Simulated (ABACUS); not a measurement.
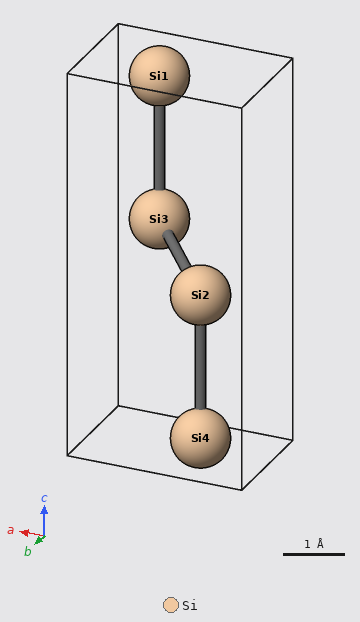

Fig. 1: The structure (ball-and-stick view of the cell of the calculation, seen at an oblique angle; atoms are numbered from 1 in the order of the input). An atom can appear more than once, as a periodic image. Near neighbours in the periodic cell (some may lie outside the picture): Si has 4 Si at 2.40 to 2.41 Å.

**Single-point calculation at one volume of an equation of state, with input and output: Si (part 1 of 2)**

The run: single-point calculation at one volume of an equation of state of Si (4 atoms in the cell). Method and program: Kohn-Sham DFT of a periodic cell, PBEsol, PseudoDojo NC SR 0.4.1 PBEsol standard, no spin polarisation (ABACUS 3.10.1).

The structure derives from a Materials Project entry. It belongs to a series of runs on one base structure; here: volume scaled by 1.06.

The input:
```
INPUT_PARAMETERS
suffix              Si
calculation         scf
basis_type          pw
pseudo_dir          ./
symmetry            1
dft_functional      pbesol
ecutwfc             36
pseudo_rcut         7
nspin               1
nbands              12
ks_solver           dav
smearing_method     fd
smearing_sigma      0.00367493
scf_thr             1e-08
scf_nmax            100
mixing_type         broyden
mixing_beta         0.7
cal_force           1
cal_stress          1
kpar                4
```

File STRU:
```
ATOMIC_SPECIES
Si 28.0850 Si.upf

LATTICE_CONSTANT
1.8897261246

LATTICE_VECTORS
3.9064604095 0.0000000000 0.0000000000
-1.9532302048 3.3830939535 0.0000000000
0.0000000000 0.0000000000 6.4568225910

ATOMIC_POSITIONS
Direct

Si
0.0
4
0.6666666667 0.3333333333 0.9369905000 1 1 1
0.3333333333 0.6666666667 0.4369905000 1 1 1
0.6666666667 0.3333333333 0.5630095000 1 1 1
0.3333333333 0.6666666667 0.0630095000 1 1 1
```

File KPT:
```
K_POINTS
0
Gamma
8 8 4 0 0 0
```

Run on 4 threads of Intel Xeon (Sapphire Rapids), 32 GiB of memory available, shared host.

Launch command:
```bash
OMP_NUM_THREADS=1 mpirun -np 4 abacus > log
```

What the program printed:
```
ABACUS v3.10.1

               Atomic-orbital Based Ab-initio Computation at UStc

 ------------------------------------------------------------------------------------

 READING GENERAL INFORMATION
                           global_out_dir = OUT.Si/
                           global_in_card = INPUT
                               pseudo_dir = ./
                              orbital_dir =
                                    DSIZE = 4
                                    GSIZE = 1

 READING UNITCELL INFORMATION
                                    ntype = 1
                  lattice constant (Bohr) = 1.88973
              lattice constant (Angstrom) = 1

 READING ATOM TYPE 1
                               atom label = Si
                      L=0, number of zeta = 1
                      L=1, number of zeta = 1
                      L=2, number of zeta = 1
             number of atom for this type = 4

                        TOTAL ATOM NUMBER = 4
DIRECT COORDINATES
    atom                   x                   y                   z     mag                  vx                  vy                  vz
taud_Si1            0.6666666667        0.3333333333        0.9369905000  0.0000        0.0000000000        0.0000000000        0.0000000000
taud_Si2            0.3333333333        0.6666666667        0.4369905000  0.0000        0.0000000000        0.0000000000        0.0000000000
taud_Si3            0.6666666667        0.3333333333        0.5630095000  0.0000        0.0000000000        0.0000000000        0.0000000000
taud_Si4            0.3333333333        0.6666666667        0.0630095000  0.0000        0.0000000000        0.0000000000        0.0000000000

                          Volume (Bohr^3) = 575.855
                             Volume (A^3) = 85.3328

 Lattice vectors: (Cartesian coordinate: in unit of a_0)
             +3.90646                  +0                  +0
             -1.95323            +3.38309                  +0
                   +0                  +0            +6.45682
 Reciprocal vectors: (Cartesian coordinate: in unit of 2 pi/a_0)
            +0.255986           +0.147794                  -0
                   -0           +0.295587                  -0
                   +0                  -0           +0.154875
 The esolver type has been set to : ksdft_pw

                PAO radial cut off (Bohr) = 7

 Read in pseudopotential file is Si.upf
                     pseudopotential type = NC
          exchange-correlation functional = PBESOL
                 nonlocal core correction = 1
                        valence electrons = 4
                                     lmax = 2
                           number of zeta = 2
                     number of projectors = 6
                           L of projector = 0
                           L of projector = 0
                           L of projector = 1
                           L of projector = 1
                           L of projector = 2
                           L of projector = 2
     initial pseudo atomic orbital number = 16

 SETUP THE ELECTRONS NUMBER
            electron number of element Si = 4
      total electron number of element Si = 16
            AUTOSET number of electrons:  = 16
                           occupied bands = 8
                                   NBANDS = 12
                                   NLOCAL = 36

 SETUP THE PLANE WAVE BASIS
 energy cutoff for charge/potential (unit:Ry) = 144
            fft grid for charge/potential = [ 30, 30, 48 ]
                        fft grid division = [ 1, 1, 1 ]
        big fft grid for charge/potential = [ 30, 30, 48 ]
                                     nbxx = 43200
                                     nrxx = 43200

 SETUP PLANE WAVES FOR CHARGE/POTENTIAL
                    number of plane waves = 16781
                         number of sticks = 547

 PARALLEL PW FOR CHARGE/POTENTIAL
     PROC   COLUMNS(POT)             PW
        1            547          16781
 --------------- sum -------------------
        1            547          16781
                            number of |g| = 869
                                  max |g| = 13.0243
                                  min |g| = 0

----------- Double Check Mixing Parameters Begin ------------
mixing_type: broyden
mixing_beta: 0.7
mixing_gg0: 1
mixing_gg0_min: 0.1
mixing_ndim: 8
----------- Double Check Mixing Parameters End ------------

 LATTICE VECTORS: (CARTESIAN COORDINATE: IN UNIT OF A0)
             +3.90646                  +0                  +0
             -1.95323            +3.38309                  +0
                   +0                  +0            +6.45682
                       right hand lattice = 1
                                   NORM_A = 3.90646
                                   NORM_B = 3.90646
                                   NORM_C = 6.45682
                           ALPHA (DEGREE) = 90
                           BETA  (DEGREE) = 90
                           GAMMA (DEGREE) = 120

 The lattice vectors have been changed (STRU_SIMPLE.cif)

(for optimal symmetric configuration:)
                             BRAVAIS TYPE = 4
                     BRAVAIS LATTICE NAME = 04. Hexagonal cell
                                    ibrav = 4
                                    IBRAV = 4
                                  BRAVAIS = HEXAGONAL CELL
                       LATTICE CONSTANT A = 3.90646
                                C/A RATIO = 1.65286
Original cell was already a primitive cell.
                        ROTATION MATRICES = 24
              PURE POINT GROUP OPERATIONS = 12
                   SPACE GROUP OPERATIONS = 24
                                       C2 = 3
                                       C3 = 2
                                       C4 = 0
                                       C6 = 0
                                       S1 = 3
                                       S3 = 0
                                       S4 = 0
                                       S6 = 2
                              POINT GROUP = D_3d
                                       C2 = 7
                                       C3 = 2
                                       C4 = 0
                                       C6 = 2
                                       S1 = 7
                                       S3 = 2
                                       S4 = 0
                                       S6 = 2
               POINT GROUP IN SPACE GROUP = D_6h

 SETUP K-POINTS
                                    nspin = 1
                   Input type of k points = Monkhorst-Pack(Gamma)
                                   nkstot = 256
                       right hand lattice = 1
(for reciprocal lattice: )
                             BRAVAIS TYPE = 4
                     BRAVAIS LATTICE NAME = 04. Hexagonal cell
                                    ibrav = 4
                       right hand lattice = 1
(for k-lattice: )
                             BRAVAIS TYPE = 4
                     BRAVAIS LATTICE NAME = 04. Hexagonal cell
                                    ibrav = 4
                       right hand lattice = 1
                        ROTATION MATRICES = 24
                               nkstot_ibz = 30
K-POINTS REDUCTION ACCORDING TO SYMMETRY
     IBZ    DIRECT_X    DIRECT_Y    DIRECT_Z  WEIGHT  ibz2bz
       1  0.00000000  0.00000000  0.00000000  0.0039       0
       2 -0.12500000  0.12500000  0.00000000  0.0234       1
       3 -0.25000000  0.25000000  0.00000000  0.0234       2
       4 -0.37500000  0.37500000  0.00000000  0.0234       3
       5  0.50000000  0.50000000  0.00000000  0.0117       4
       6 -0.12500000  0.25000000  0.00000000  0.0234       9
       7 -0.25000000  0.37500000  0.00000000  0.0469      10
       8  0.50000000  0.37500000  0.00000000  0.0469      11
       9  0.50000000  0.25000000  0.00000000  0.0234      18
      10  0.37500000  0.37500000  0.00000000  0.0234      19
      11  0.00000000  0.00000000  0.25000000  0.0078      64
      12 -0.12500000  0.12500000  0.25000000  0.0469      65
      13 -0.25000000  0.25000000  0.25000000  0.0469      66
      14 -0.37500000  0.37500000  0.25000000  0.0469      67
      15  0.50000000  0.50000000  0.25000000  0.0234      68
      16 -0.12500000  0.25000000  0.25000000  0.0469      73
      17 -0.25000000  0.37500000  0.25000000  0.0938      74
      18  0.50000000  0.37500000  0.25000000  0.0938      75
      19  0.50000000  0.25000000  0.25000000  0.0469      82
      20  0.37500000  0.37500000  0.25000000  0.0469      83
      21  0.00000000  0.00000000  0.50000000  0.0039     128
      22 -0.12500000  0.12500000  0.50000000  0.0234     129
      23 -0.25000000  0.25000000  0.50000000  0.0234     130
      24 -0.37500000  0.37500000  0.50000000  0.0234     131
      25  0.50000000  0.50000000  0.50000000  0.0117     132
      26 -0.12500000  0.25000000  0.50000000  0.0234     137
      27 -0.25000000  0.37500000  0.50000000  0.0469     138
      28  0.50000000  0.37500000  0.50000000  0.0469     139
      29  0.50000000  0.25000000  0.50000000  0.0234     146
      30  0.37500000  0.37500000  0.50000000  0.0234     147

                               nkstot now = 30
[... K-POINTS DIRECT COORDINATES: 30 rows ...]

           k-point number in this process = 8
       minimum distributed K point number = 7
[... stars of the k points ...]

[... K-POINTS CARTESIAN COORDINATES: 8 rows ...]

[... K-POINTS DIRECT COORDINATES: 8 rows ...]

 SETUP PLANE WAVES FOR WAVE FUNCTIONS
     energy cutoff for wavefunc (unit:Ry) = 36
              fft grid for wave functions = [ 30, 30, 48 ]
                    number of plane waves = 3099
                         number of sticks = 169

 PARALLEL PW FOR WAVE FUNCTIONS
     PROC   COLUMNS(POT)             PW
        1            169           3099
 --------------- sum -------------------
        1            169           3099

 SETUP NONLOCAL PSEUDOPOTENTIALS IN PLANE WAVE BASIS
 Si non-local projectors:
 projector 1 L=0
 projector 2 L=0
 projector 3 L=1
 projector 4 L=1
 projector 5 L=2
 projector 6 L=2
      TOTAL NUMBER OF NONLOCAL PROJECTORS = 72

 Init Non-Local PseudoPotential table :
 Init Non-Local-Pseudopotential done.

                                     npwx = 2116

 Make real space PAO into reciprocal space.
       max mesh points in Pseudopotential = 701
     dq(describe PAO in reciprocal space) = 0.01
                                    max q = 724

 number of pseudo atomic orbitals for Si is 2
WARNING: norm of atomic wavefunction # 1 of atomic type Si is 0.999877, renormalized
WARNING: norm of atomic wavefunction # 2 of atomic type Si is 0.99628, renormalized

 -------------------------------------------
 SELF-CONSISTENT
 -------------------------------------------
                                 init_chg = atomic

 PW ALGORITHM --------------- ION=   1  ELEC=   1--------------------------------
 Notice: Threshold on eigenvalues was too large.
 hsover_error=0.16 > DRHO=0.097298
 Origin diag ethr = 0.01
 New diag ethr = 0.000608112

 Density error is 0.0978948355211
                          Error Threshold = 0.000608112235303
```
